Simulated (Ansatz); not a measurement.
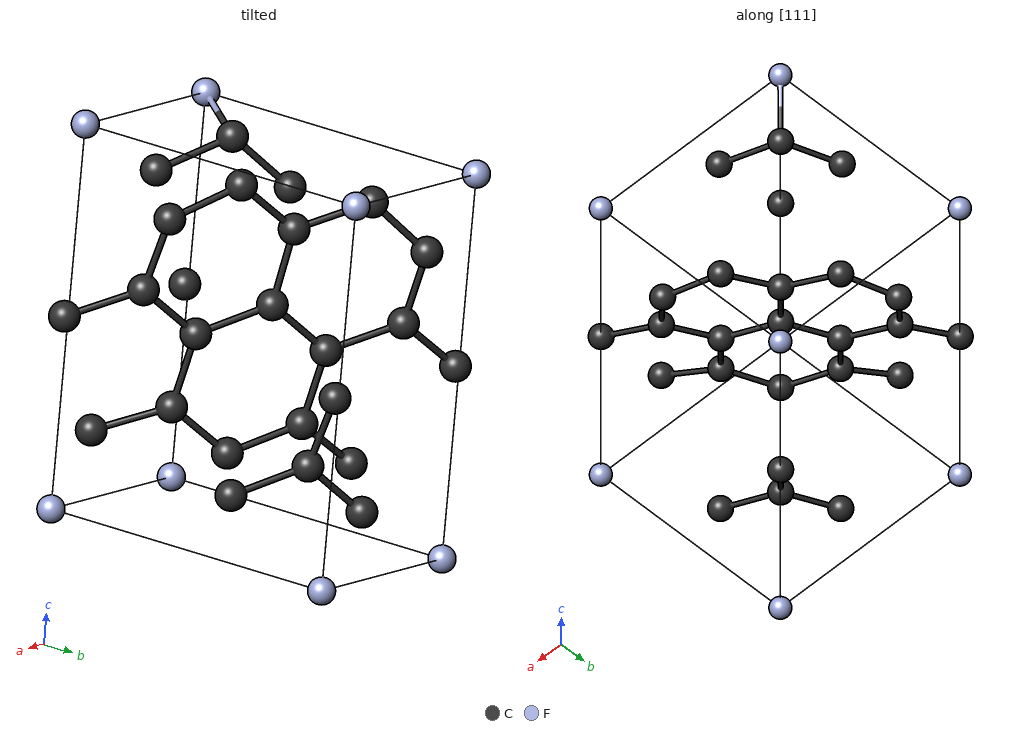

The figure gives a ball-and-stick picture of the atoms, viewed slightly off an axis and along [111]. The frame is the simulation cell; atoms at its boundary are shown with their periodic copies.

Describe the crystal.

The solid is C₁₈F. Symmetry: P1 (translations only). There are 19 atoms in the cell: 18 C, 1 F. F bonds to one C. The bonds build C18F layers parallel to (11-1).

Its origin is a structure listed in the Materials Project, repeated into a supercell with a point defect put in. The atoms were relaxed in a fixed cell with DFT PBE+D3(BJ), scalar-relativistic, plane waves, PAW in Ansatz.
